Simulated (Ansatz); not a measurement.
C$_{32}$N: geometry relaxation (part 1 of 5)

The run: geometry relaxation of C$_{32}$N (defect cell, 33 atoms in the cell). Method and program: DFT PBE+D3(BJ), scalar-relativistic, plane waves, PAW, spin-polarised (Ansatz 0.2.0).

The structure derives from a Materials Project entry. It belongs to a series of runs on one base structure; here: N interstitial, charge +0, atoms relaxed. Figures and captions count atoms from 1; the log counts them from 0 in places.

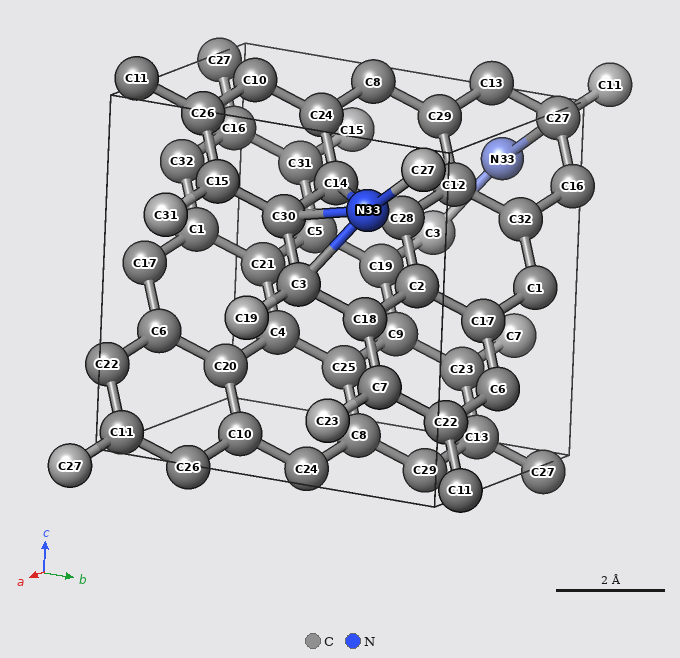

*The starting structure (ball-and-stick view of the cell of the calculation, seen slightly off an axis; neighbours outside the cell are drawn fainter; atoms are numbered from 1 in the order of the input). An atom can appear more than once, as a periodic image.*

### Results in brief

- outcome: converged
- electrons treated: 133
- free energy: −8413.5608 eV
- Fermi energy: 7.067 eV
- gap on the k-point mesh: 0.07 eV
- net moment of the cell: 1.00 μB
- integrated absolute moment: 1.10 μB
- final volume: 284.05 Å³
- largest force (length of the vector) at the end: 0.008 eV/Å
- hardware: 4 threads of Intel Xeon @ 2.50GHz (Skylake/Cascade Lake), 32 GiB of memory available, shared host
- wall time: 2.8 min (CPU time 10 min)
- peak memory: 0.94 GiB

### Input
```yaml
crystal:
  lattice:
    - [5.6709571555, 0.0, -3.4026574436]
    - [-2.867743478, -4.9298468454, -3.3594911955]
    - [-2.867743478, 4.9298468454, -3.3594911955]
  atoms:
    - { symbol: C, position: [0.4166287368, 0.0416286019, 0.5416286019] }
    - { symbol: C, position: [0.6666287368, 0.7916286019, 0.5416286019] }
    - { symbol: C, position: [0.9166287368, 0.5416286019, 0.5416286019] }
    - { symbol: C, position: [0.4166287368, 0.2916286019, 0.2916286019] }
    - { symbol: C, position: [0.1666287368, 0.2916286019, 0.5416286019] }
    - { symbol: C, position: [0.6666287368, 0.0416286019, 0.2916286019] }
    - { symbol: C, position: [0.9166287368, 0.7916286019, 0.2916286019] }
    - { symbol: C, position: [0.4166287368, 0.5416286019, 0.0416286019] }
    - { symbol: C, position: [0.1666287368, 0.5416286019, 0.2916286019] }
    - { symbol: C, position: [0.6666287368, 0.2916286019, 0.0416286019] }
    - { symbol: C, position: [0.9166287368, 0.0416286019, 0.0416286019] }
    - { symbol: C, position: [0.4166287368, 0.7916286019, 0.7916286019] }
    - { symbol: C, position: [0.1666287368, 0.7916286019, 0.0416286019] }
    - { symbol: C, position: [0.6666287368, 0.5416286019, 0.7916286019] }
    - { symbol: C, position: [0.9166287368, 0.2916286019, 0.7916286019] }
    - { symbol: C, position: [0.1666287368, 0.0416286019, 0.7916286019] }
    - { symbol: C, position: [0.5833712632, 0.9583713981, 0.4583713981] }
    - { symbol: C, position: [0.8333712632, 0.7083713981, 0.4583713981] }
    - { symbol: C, position: [0.0833712632, 0.4583713981, 0.4583713981] }
    - { symbol: C, position: [0.5833712632, 0.2083713981, 0.2083713981] }
    - { symbol: C, position: [0.3333712632, 0.2083713981, 0.4583713981] }
    - { symbol: C, position: [0.8333712632, 0.9583713981, 0.2083713981] }
    - { symbol: C, position: [0.0833712632, 0.7083713981, 0.2083713981] }
    - { symbol: C, position: [0.5833712632, 0.4583713981, 0.9583713981] }
    - { symbol: C, position: [0.3333712632, 0.4583713981, 0.2083713981] }
    - { symbol: C, position: [0.8333712632, 0.2083713981, 0.9583713981] }
    - { symbol: C, position: [0.0833712632, 0.9583713981, 0.9583713981] }
    - { symbol: C, position: [0.5833712632, 0.7083713981, 0.7083713981] }
    - { symbol: C, position: [0.3333712632, 0.7083713981, 0.9583713981] }
    - { symbol: C, position: [0.8333712632, 0.4583713981, 0.7083713981] }
    - { symbol: C, position: [0.0833712632, 0.2083713981, 0.7083713981] }
    - { symbol: C, position: [0.3333712632, 0.9583713981, 0.7083713981] }
    - { symbol: "N", position: [0.9320279357, 0.7410777261, 0.7856038395], spin: 1.0 }
basis:
  ecutwfc: 420
  xc_grid: 2
kpoints:
  mp_grid: { grid: [2, 2, 2], shift: [0.5, 0.5, 0.5] }
hamiltonian:
  xc: pbe
  dispersion: d3bj
scf:
  occupations: { method: gaussian, width: 0.02 }
output:
  forces: true
  stress: false
  eigenvalues: true
  populations: true
  write_density: true
  write_potential: true
  elf: true
  volumetric_format: npy
magnetization:
  spin_polarized: true
relax:
  adjacent_minimum: "off"
  f_tol: 0.02
  max_steps: 60
```

Run as:
```bash
ansatz run input.yaml --threads 4 --pin off --max-ram 10240MiB --backend cpu --events-out ev --progress --plain --runs-dir out
```

### Log
```
Engine: ansatz 0.2.0, x86_64-unknown-linux-gnu
Pseudopotentials: kind: paw
Pseudopotential: C, paw, valence charge 4, recommended cutoff 420 eV (normal), C.paw.azcp
Pseudopotential: N, paw, valence charge 5, recommended cutoff 420 eV (normal), N.paw.azcp
Functional definition: PBE
  parameter kappa = 0.804
  parameter beta = 0.06672455060314922
  exchange = pbe_x(kappa = kappa, mu = beta*pi^2/3)
  correlation = pbe_c(beta = beta)
Crystal: 33 atoms, lattice volume = 284.053 Å³
Basis set: ecut = 420 eV, 5517 PW (Γ), exchange–correlation on 90×90×90 points (8 copies of the dense FFT grid, shifted against one another)
Bands: 100, of which v1, the nominal top of the filled ones, is band 67 counted from 1 (66 counted from 0)
Symmetry: 1 space group operations
Space group: P1 (ITA 1), of the structure as read, at distance tolerance 6.6e-5 Å
Magnetic group: BNS 1.1 (UNI 1), of the structure as read, at distance tolerance 6.6e-5 Å
k-points: 4 of 8 (time reversal used)
Non-local potential: C, projectors of the file, l = 0: 2, l = 1: 2, l = 2: 1
Non-local potential: N, projectors of the file, l = 0: 2, l = 1: 2, l = 2: 1
PAW form: soft (Blöchl's): semilocal exchange-correlation on the pseudo side does not see the compensation charge
PAW one-centre angular grid: C, 110 points (default); XC on 64 Gauss nodes
PAW one-centre angular grid: N, 110 points (default); XC on 64 Gauss nodes
Initial density: superposition of atomic densities (chi_scale 0.1, normalization cell, long waves kept (reshape's long-wave potential 0.19 eV rms))
Starting moments: Σ|m| = 1 μB on 1 of 33 sites
Initial wavefunctions: pseudopotential atomic-orbital guess
Functional: x = pbe(κ = 0.804, μ = 0.2195149727645171), c = pbe(β = 0.06672455060314922)
SCF iter   1: F=—  HF=-8429.275399 eV  |F-HF|=—  |Δ(HF+E_count)|=         —  Δρ=7.46e-2 (↑7.46e-2 ↓6.84e-2)  dr2=6.71e1  dr2_m=2.17e-1  M=0.045 μB ∫|m|=0.732 μB  β_m=0.30  ethr=3.10e-3  ⟨swp⟩=6.4  Hψ=3517  notcnv=0  defer=89
preconditioner: auto → Resta (q_TF=auto, 2.404 Å⁻¹)  ε∞=3.5  [insulator: Δε(μ)=0.038 eV  Ē_g=15.994 eV  σ=0.020 eV  W_gap=0.82  n_scr=74 (ndim 8)  ℏωp=25.4 eV  f_vac=0.000  D(μ)=5.76/eV (n_scr^D=26)  ε∞_Penn≈3.5]
spin=Collinear: Resta preconditioning applied to the charge; magnetization (m = ρ↑ − ρ↓) channel mixes plain (no charge-response kernel on spin).
SCF iter   2: F=—  HF=-8419.660084 eV  |F-HF|=—  |Δ(HF+E_count)|=    9.62e0  Δρ=5.16e-2 (↑5.09e-2 ↓5.16e-2)  dr2=2.63e1  dr2_m=6.12e-2  M=1.000 μB ∫|m|=1.046 μB  β_m=0.30  ethr=3.10e-3  ⟨swp⟩=3.0  Hψ=1529  notcnv=0  defer=209
SCF iter   3: F=—  HF=-8415.072519 eV  |F-HF|=—  |Δ(HF+E_count)|=    4.59e0  Δρ=3.33e-2 (↑3.33e-2 ↓3.26e-2)  dr2=1.13e1  dr2_m=3.60e-2  M=1.000 μB ∫|m|=1.089 μB  β_m=1.00  ethr=3.10e-3  ⟨swp⟩=2.8  Hψ=1401  notcnv=0  defer=203
SCF iter   4: F=—  HF=-8410.771873 eV  |F-HF|=—  |Δ(HF+E_count)|=    4.30e0  Δρ=6.70e-3 (↑6.62e-3 ↓6.70e-3)  dr2=3.72e-1  dr2_m=2.51e-3  M=1.000 μB ∫|m|=1.145 μB  β_m=0.30  ethr=3.10e-3  ⟨swp⟩=3.0  Hψ=1432  notcnv=0  defer=204
SCF iter   5: F=—  HF=-8410.811722 eV  |F-HF|=—  |Δ(HF+E_count)|=   3.98e-2  Δρ=3.71e-3 (↑3.47e-3 ↓3.71e-3)  dr2=1.21e-1  dr2_m=1.77e-3  M=1.000 μB ∫|m|=1.136 μB  β_m=0.30  ethr=2.80e-4  ⟨swp⟩=2.5  Hψ=976  notcnv=0  defer=204
SCF iter   6: F=—  HF=-8410.870943 eV  |F-HF|=—  |Δ(HF+E_count)|=   5.92e-2  Δρ=1.50e-3 (↑1.40e-3 ↓1.50e-3)  dr2=2.07e-2  dr2_m=1.12e-3  M=1.000 μB ∫|m|=1.142 μB  β_m=0.30  ethr=9.07e-5  ⟨swp⟩=2.5  Hψ=1163  notcnv=0  defer=204
SCF iter   7: F=—  HF=-8410.877053 eV  |F-HF|=—  |Δ(HF+E_count)|=   6.11e-3  Δρ=1.07e-3 (↑9.97e-4 ↓1.07e-3)  dr2=1.29e-2  dr2_m=8.13e-4  M=1.000 μB ∫|m|=1.154 μB  β_m=1.00  ethr=1.56e-5  ⟨swp⟩=2.4  Hψ=1086  notcnv=0  defer=204
SCF iter   8: F=—  HF=-8410.878239 eV  |F-HF|=—  |Δ(HF+E_count)|=   1.19e-3  Δρ=4.16e-4 (↑4.16e-4 ↓4.08e-4)  dr2=7.92e-4  dr2_m=1.22e-4  M=1.000 μB ∫|m|=1.171 μB  β_m=0.30  ethr=9.71e-6  ⟨swp⟩=2.0  Hψ=834  notcnv=0  defer=204
SCF iter   9: F=—  HF=-8410.879444 eV  |F-HF|=—  |Δ(HF+E_count)|=   1.21e-3  Δρ=2.38e-4 (↑2.38e-4 ↓2.34e-4)  dr2=3.23e-4  dr2_m=9.16e-5  M=1.000 μB ∫|m|=1.172 μB  β_m=0.30  ethr=5.96e-7  ⟨swp⟩=2.0  Hψ=1198  notcnv=0  defer=204
Mixer restart at iter 9: flushing history
spin-set hold released at iteration 9 (site moments contracting): the magnetisation degrees of freedom join the quasi-Newton model from the next iteration; the mixer history was flushed
SCF iter  10: F=—  HF=-8410.879704 eV  |F-HF|=—  |Δ(HF+E_count)|=   2.60e-4  Δρ=1.72e-4 (↑1.70e-4 ↓1.72e-4)  dr2=3.83e-5  dr2_m=6.67e-5  M=1.000 μB ∫|m|=1.175 μB  β_m=0.39  ethr=2.43e-7  ⟨swp⟩=2.0  Hψ=811  notcnv=0  defer=204
SCF iter  11: F=—  HF=-8410.879902 eV  |F-HF|=—  |Δ(HF+E_count)|=   1.98e-4  Δρ=1.37e-4 (↑1.37e-4 ↓1.35e-4)  dr2=1.32e-5  dr2_m=4.39e-5  M=1.000 μB ∫|m|=1.178 μB  β_m=0.35  ethr=7.52e-9  ⟨swp⟩=29.0  Hψ=9195  notcnv=0
SCF iter  12: F=—  HF=-8410.880038 eV  |F-HF|=—  |Δ(HF+E_count)|=   1.36e-4  Δρ=9.05e-5 (↑8.37e-5 ↓9.05e-5)  dr2=3.74e-6  dr2_m=1.86e-5  M=1.000 μB ∫|m|=1.182 μB  β_m=0.75  ethr=7.52e-9  ⟨swp⟩=12.2  Hψ=6099  notcnv=0
SCF iter  13: F=—  HF=-8410.880095 eV  |F-HF|=—  |Δ(HF+E_count)|=   5.67e-5  Δρ=2.50e-5 (↑1.53e-5 ↓2.50e-5)  dr2=1.16e-6  dr2_m=8.85e-7  M=1.000 μB ∫|m|=1.190 μB  β_m=0.82  ethr=2.82e-9  ⟨swp⟩=12.6  Hψ=6320  notcnv=0
SCF iter  14: F=—  HF=-8410.880096 eV  |F-HF|=—  |Δ(HF+E_count)|=   1.30e-6  Δρ=9.45e-6 (↑5.74e-6 ↓9.45e-6)  dr2=8.73e-8  dr2_m=1.38e-7  M=1.000 μB ∫|m|=1.191 μB  β_m=0.91  ethr=8.76e-10  ⟨swp⟩=10.0  Hψ=5555  notcnv=0
SCF iter  15: F=-8410.880096 eV  HF=-8410.880096 eV  |F-HF|=3.10e-8  |Δ(HF+E_count)|=   2.43e-7  Δρ=4.06e-6 (↑2.43e-6 ↓4.06e-6)  dr2=5.84e-8  dr2_m=1.79e-8  M=1.000 μB ∫|m|=1.192 μB  ethr=6.56e-11  ⟨swp⟩=8.4  Hψ=4377  notcnv=0
WARN: dispersion: an atom stands within reach of a switch of its C6 between two reference coordination numbers of its element: through that C6 alone, e_disp changes by 0.025 eV or more while the distances to its neighbours run over a stretch of 0.05 Å that contains this geometry (sites counted from 0 in the run's list of atoms or, in a supercell that it derives, in that cell's: here a list of 33) — site 32 (N): coordination number 2.642 (about 2.10 to 3.18 with every neighbour 0.05 Å farther or nearer), switch near 2.502 between the references 2.990 (weight 0.75) and 2.014 (weight 0.25), e_disp changing by some 0.03 eV. This is how the published method behaves, and the energy and the forces stay consistent. Where you compare this geometry's total energy with another's, compare their components.e_disp too, and, where the geometries are yours to choose, keep both on one side of the switch, which a site's coordination number tells: a relaxation that ends in reach of it can search the other side under relax.adjacent_minimum: search, except where no move that the cell, the constraints and the symmetry allow carries the atom there
SCF 1 converged in 15 iterations: F = -8410.880096 eV  dr2 = 5.84e-8
  greatest PAW one-centre occupation: 0.877 electrons in one spin orbital (limit 2), on the N atom at site 32 (counted from 0), in its partial waves of l = 0
relax step   1: F+E_penalty+E_count = -8410.88009618 eV  Δ(F+E_penalty+E_count) = +0.000e0 eV  max|allowed force component| = 3.495e0 eV/Å  Δτ_max = 0.0000 Å  (15 SCF iters, dr2 threshold 1.00e-5 eV, accepted)
Initial density: handed on by an earlier stage of this run
Starting moments: Σ|m| = 1 μB on 1 of 33 sites; this step starts from the density that it was given
Initial wavefunctions: those handed on with the density
iter 1 solved again at ethr=9.16e-4 eV; its pass at ethr=3.10e-3 eV (dr2=1.22e0 eV) is discarded
SCF iter   1: F=—  HF=-8411.955148 eV  |F-HF|=—  |Δ(HF+E_count)|=         —  Δρ=1.43e-2 (↑1.40e-2 ↓1.43e-2)  dr2=1.23e0  dr2_m=4.30e-2  M=1.000 μB ∫|m|=1.185 μB  β_m=0.30  ethr=9.16e-4  ⟨swp⟩=1.0  Hψ=2929  notcnv=0  defer=199
preconditioner: auto → Resta (q_TF=auto, 2.404 Å⁻¹)  ε∞=3.7  [insulator: Δε(μ)=0.034 eV  Ē_g=15.349 eV  σ=0.020 eV  W_gap=0.77  n_scr=74 (ndim 8)  ℏωp=25.4 eV  f_vac=0.013  D(μ)=6.96/eV (n_scr^D=44)  ε∞_Penn≈3.7]
spin=Collinear: Resta preconditioning applied to the charge; magnetization (m = ρ↑ − ρ↓) channel mixes plain (no charge-response kernel on spin).
SCF iter   2: F=—  HF=-8411.756195 eV  |F-HF|=—  |Δ(HF+E_count)|=   1.99e-1  Δρ=9.85e-3 (↑9.48e-3 ↓9.85e-3)  dr2=5.02e-1  dr2_m=2.69e-2  M=1.000 μB ∫|m|=1.194 μB  β_m=0.56  ethr=9.16e-4  ⟨swp⟩=2.0  Hψ=653  notcnv=0  defer=199
SCF iter   3: F=—  HF=-8411.672915 eV  |F-HF|=—  |Δ(HF+E_count)|=   8.33e-2  Δρ=4.62e-3 (↑3.33e-3 ↓4.62e-3)  dr2=2.31e-1  dr2_m=8.11e-3  M=1.000 μB ∫|m|=1.180 μB  β_m=0.46  ethr=3.77e-4  ⟨swp⟩=2.0  Hψ=1080  notcnv=0  defer=203
SCF iter   4: F=—  HF=-8411.648320 eV  |F-HF|=—  |Δ(HF+E_count)|=   2.46e-2  Δρ=1.53e-3 (↑1.13e-3 ↓1.53e-3)  dr2=5.59e-3  dr2_m=2.82e-3  M=1.000 μB ∫|m|=1.195 μB  β_m=0.55  ethr=1.74e-4  ⟨swp⟩=2.0  Hψ=1000  notcnv=0  defer=204
SCF iter   5: F=—  HF=-8411.651243 eV  |F-HF|=—  |Δ(HF+E_count)|=   2.92e-3  Δρ=8.54e-4 (↑5.59e-4 ↓8.54e-4)  dr2=1.66e-3  dr2_m=1.07e-3  M=1.000 μB ∫|m|=1.189 μB  β_m=0.70  ethr=4.20e-6  ⟨swp⟩=2.0  Hψ=1128  notcnv=0  defer=204
SCF iter   6: F=—  HF=-8411.652819 eV  |F-HF|=—  |Δ(HF+E_count)|=   1.58e-3  Δρ=3.07e-4 (↑2.02e-4 ↓3.07e-4)  dr2=1.40e-4  dr2_m=1.33e-4  M=1.000 μB ∫|m|=1.184 μB  β_m=0.85  ethr=1.25e-6  ⟨swp⟩=2.0  Hψ=1152  notcnv=0  defer=204
SCF iter   7: F=—  HF=-8411.653048 eV  |F-HF|=—  |Δ(HF+E_count)|=   2.29e-4  Δρ=1.37e-4 (↑8.48e-5 ↓1.37e-4)  dr2=2.27e-5  dr2_m=2.74e-5  M=1.000 μB ∫|m|=1.178 μB  β_m=0.93  ethr=1.05e-7  ⟨swp⟩=2.1  Hψ=1141  notcnv=0  defer=204
iter 8 did not close the SCF: its close was put off for a magnetic moment that had not settled (scf_convergence_deferred on its scf_iter line)
SCF iter   8: F=-8411.653095 eV  HF=-8411.653098 eV  |F-HF|=2.43e-6  |Δ(HF+E_count)|=   4.94e-5  Δρ=7.22e-5 (↑4.33e-5 ↓7.22e-5)  dr2=1.18e-5  dr2_m=6.01e-6  M=1.000 μB ∫|m|=1.173 μB  β_m=0.96  ethr=1.70e-8  ⟨swp⟩=22.4  Hψ=7941  notcnv=0
iter 9 did not close the SCF: its close was put off for a magnetic moment that had not settled (scf_convergence_deferred on its scf_iter line)
SCF iter   9: F=-8411.653107 eV  HF=-8411.653107 eV  |F-HF|=2.42e-7  |Δ(HF+E_count)|=   8.79e-6  Δρ=4.27e-5 (↑1.99e-5 ↓4.27e-5)  dr2=2.74e-6  dr2_m=2.10e-6  M=1.000 μB ∫|m|=1.172 μB  β_m=0.98  ethr=8.85e-9  ⟨swp⟩=10.0  Hψ=5919  notcnv=0
SCF iter  10: F=-8411.653111 eV  HF=-8411.653111 eV  |F-HF|=5.74e-7  |Δ(HF+E_count)|=   4.67e-6  Δρ=2.32e-5 (↑1.07e-5 ↓2.32e-5)  dr2=1.41e-6  dr2_m=5.49e-7  M=1.000 μB ∫|m|=1.171 μB  ethr=2.06e-9  ⟨swp⟩=8.6  Hψ=5612  notcnv=0
SCF 2 converged in 10 iterations: F = -8411.653111 eV  dr2 = 1.41e-6
  greatest PAW one-centre occupation: 0.870 electrons in one spin orbital (limit 2), on the N atom at site 32 (counted from 0), in its partial waves of l = 0
relax step   2: F+E_penalty+E_count = -8411.65311070 eV  Δ(F+E_penalty+E_count) = -7.730e-1 eV  max|allowed force component| = 1.976e0 eV/Å  Δτ_max = 0.1682 Å  (10 SCF iters, dr2 threshold 1.00e-4 eV, accepted)
[... from here on the SCF iterations and repeated set-up lines of each step are left out, up to the last step ...]
SCF 3 converged in 9 iterations: F = -8411.913668 eV  dr2 = 2.62e-6
relax step   3: F+E_penalty+E_count = -8411.91366798 eV  Δ(F+E_penalty+E_count) = -2.606e-1 eV  max|allowed force component| = 1.681e0 eV/Å  Δτ_max = 0.1617 Å  (9 SCF iters, dr2 threshold 1.00e-4 eV, accepted)
SCF 4 converged in 9 iterations: F = -8412.336166 eV  dr2 = 5.51e-6
relax step   4: F+E_penalty+E_count = -8412.33616642 eV  Δ(F+E_penalty+E_count) = -4.225e-1 eV  max|allowed force component| = 2.450e0 eV/Å  Δτ_max = 0.1983 Å  (9 SCF iters, dr2 threshold 1.00e-4 eV, accepted)
SCF 5 converged in 10 iterations: F = -8412.920836 eV  dr2 = 1.09e-6
relax step   5: F+E_penalty+E_count = -8412.92083643 eV  Δ(F+E_penalty+E_count) = -5.847e-1 eV  max|allowed force component| = 2.066e0 eV/Å  Δτ_max = 0.1991 Å  (10 SCF iters, dr2 threshold 1.00e-4 eV, accepted)
SCF 6 converged in 9 iterations: F = -8413.218321 eV  dr2 = 1.17e-6
relax step   6: F+E_penalty+E_count = -8413.21832063 eV  Δ(F+E_penalty+E_count) = -2.975e-1 eV  max|allowed force component| = 3.825e0 eV/Å  Δτ_max = 0.1950 Å  (9 SCF iters, dr2 threshold 1.00e-4 eV, accepted)
SCF 7 converged in 7 iterations: F = -8413.537293 eV  dr2 = 5.45e-6
relax step   7: F+E_penalty+E_count = -8413.53729299 eV  Δ(F+E_penalty+E_count) = -3.190e-1 eV  max|allowed force component| = 3.937e-1 eV/Å  Δτ_max = 0.1815 Å  (7 SCF iters, dr2 threshold 1.00e-4 eV, accepted)
SCF 8 converged in 7 iterations: F = -8413.556390 eV  dr2 = 5.42e-7
relax step   8: F+E_penalty+E_count = -8413.55639015 eV  Δ(F+E_penalty+E_count) = -1.910e-2 eV  max|allowed force component| = 2.020e-1 eV/Å  Δτ_max = 0.0421 Å  (7 SCF iters, dr2 threshold 9.69e-6 eV, accepted)
SCF 9 converged in 7 iterations: F = -8413.557384 eV  dr2 = 2.38e-7
relax step   9: F+E_penalty+E_count = -8413.55738439 eV  Δ(F+E_penalty+E_count) = -9.942e-4 eV  max|allowed force component| = 1.046e-1 eV/Å  Δτ_max = 0.0374 Å  (7 SCF iters, dr2 threshold 2.55e-6 eV, accepted)
SCF 10 converged in 7 iterations: F = -8413.558259 eV  dr2 = 1.03e-7
relax step  10: F+E_penalty+E_count = -8413.55825911 eV  Δ(F+E_penalty+E_count) = -8.747e-4 eV  max|allowed force component| = 1.697e-1 eV/Å  Δτ_max = 0.0242 Å  (7 SCF iters, dr2 threshold 2.88e-6 eV, accepted)
SCF 11 converged in 5 iterations: F = -8413.560776 eV  dr2 = 1.85e-7
relax step  11: F+E_penalty+E_count = -8413.56077586 eV  Δ(F+E_penalty+E_count) = -2.517e-3 eV  max|allowed force component| = 2.182e-2 eV/Å  Δτ_max = 0.0057 Å  (5 SCF iters, dr2 threshold 7.72e-6 eV, accepted)
```
